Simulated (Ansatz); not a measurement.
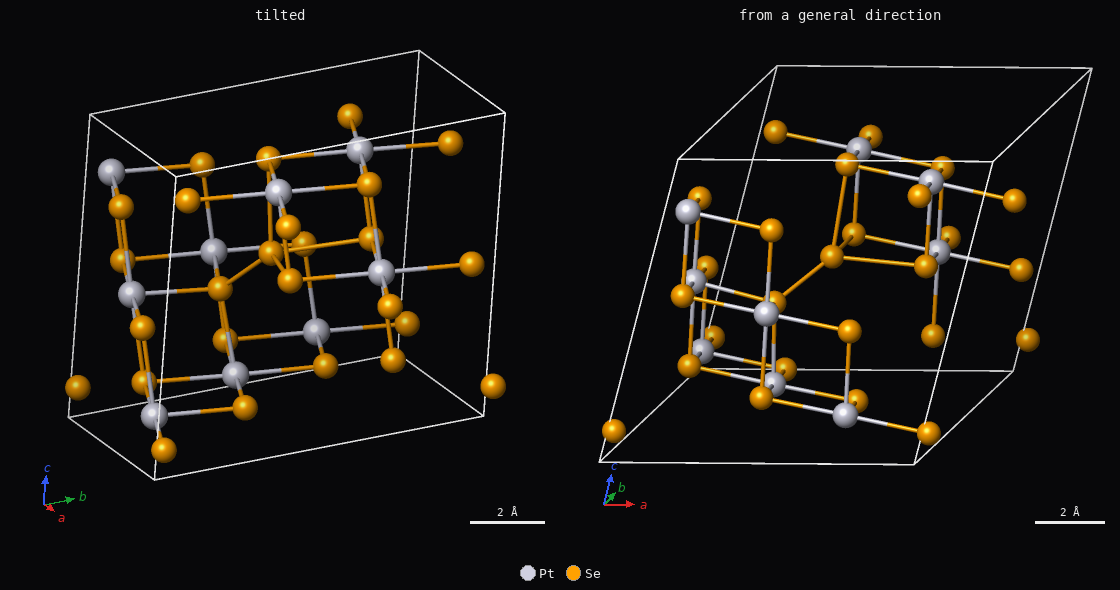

Ball-and-stick representation of a periodic structure, projected slightly off an axis and from a general direction. One supercell is outlined, and atoms on its boundary appear in each equivalent place. The host is PtSe$_{2}$, in a cell of 27 sites, and the cell carries a charge of -1.

What imperfection does the supercell contain?

An interstitial selenium atom. It is bonded to four Se at about 2.3 to 2.8 Å.

Computed with Ansatz, DFT PBE, scalar-relativistic, plane waves, PAW. Settings: wavefunction cutoff 420 eV, the zone sampled with 2×2×2 points, Gaussian smearing of 0.01 eV, collinear spins.

Does the calculation give a net moment?

Yes, 1.0 μB in the cell.

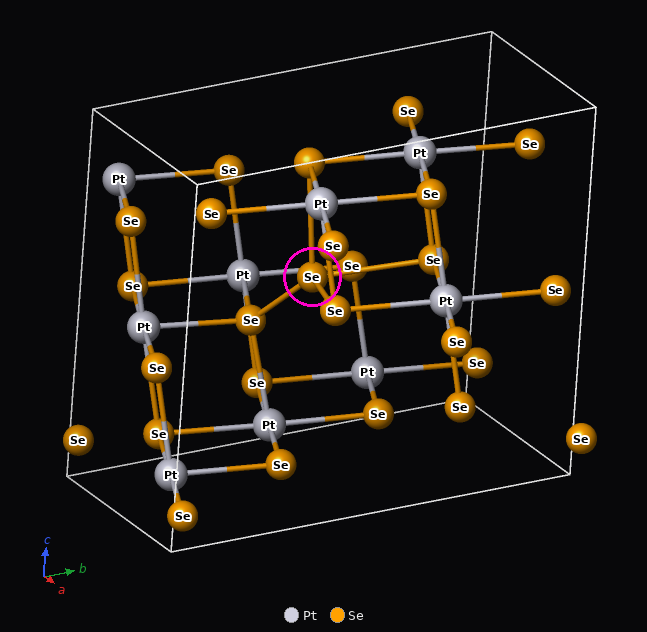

The same cell with a ring at the defect's site.

The atoms were relaxed in the host's cell with Ansatz, DFT PBE, scalar-relativistic, plane waves, PAW.
